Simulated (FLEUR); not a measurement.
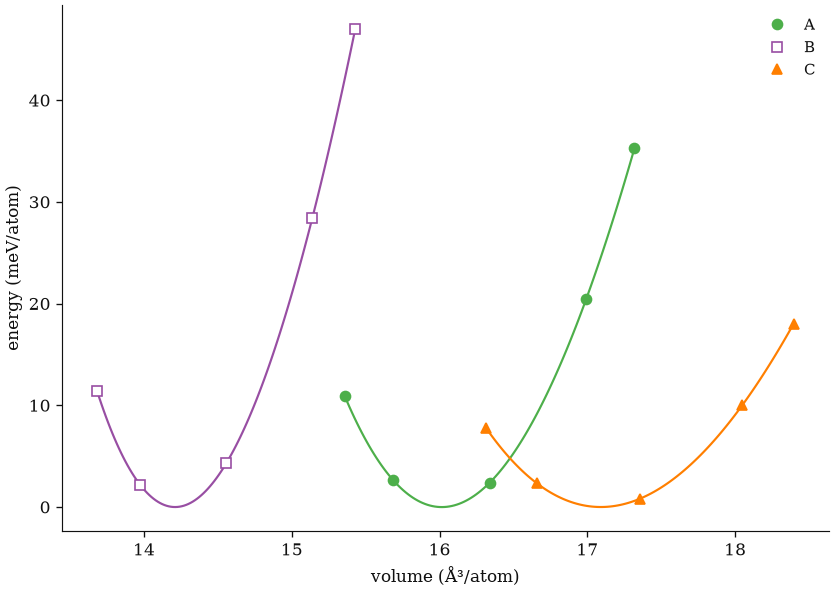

The picture above shows the energy against volume, with one curve for each compound, for CuAu, MgSi and TiAl (all in space group P4/mmm (No. 123)). The labels are replaced by letters.

Calculation (FLEUR MaX-R8.1 (later development tree)): all-electron LAPW DFT, no spin polarisation; energies at scaled volumes of the given cell, shape and fractions fixed, counted from the fit's minimum, third-order Birch-Murnaghan fit. Level: SCAN.

- k mesh: 9×9×7
- occupations: Fermi–Dirac
- smearing width: 0.05 eV
- potentials: all electron

Q: Which letter stands for which compound?

A: A: TiAl; B: CuAu; C: MgSi.

Limits of the calculation: spin-orbit coupling left out, heavy elements (CuAu); shape and atomic fractions are frozen while scaling, which makes layered, chain and framework solids too stiff.
